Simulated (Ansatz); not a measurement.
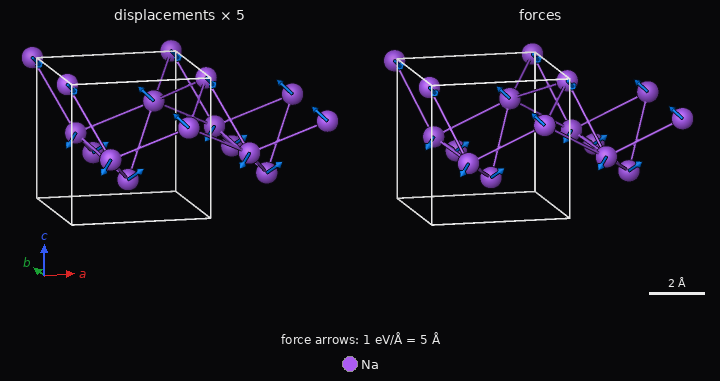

Left: a symmetric starting cell of Na (made from another compound by putting Na in place of Li), with blue arrows for the displacements applied to it (without the part that the change of the cell carries along). Right: the displaced structure with the computed forces. Besides, all lengths are scaled by −0.6 % (volume −1.9 %). Style: ball-and-stick. Shown: the cell of the calculation, repeated 2 × 2 × 1 with one cell outlined, slightly off an axis.

Method: DFT PBE, scalar-relativistic, plane waves, PAW (Ansatz). Settings: plane-wave cutoff 420 eV; k-point mesh 8 × 8 × 8; occupations gaussian; smearing width 0.1 eV; no spin polarisation.

**Describe the distortion and the response.**

Atoms are displaced by 0.18 Å relative to the cell. No relaxation follows. The starting cell wasn't computed here and needn't be at equilibrium, so pressure and forces aren't due to the change alone. The pressure is 1.5 GPa (not all of it need come from the change, since the unchanged cell can be under pressure at this level too). The largest forces, 0.15 eV/Å, act on 4 Na atoms of the calculation's cell. The forces point along the displacements, not back (a soft direction, or forces left over where the reference was relaxed at another level) (cosine 1.00). Near-neighbour distances before and after: Na–Na 3.214 → 3.206 Å. The space group stays P2_13 (No. 198).
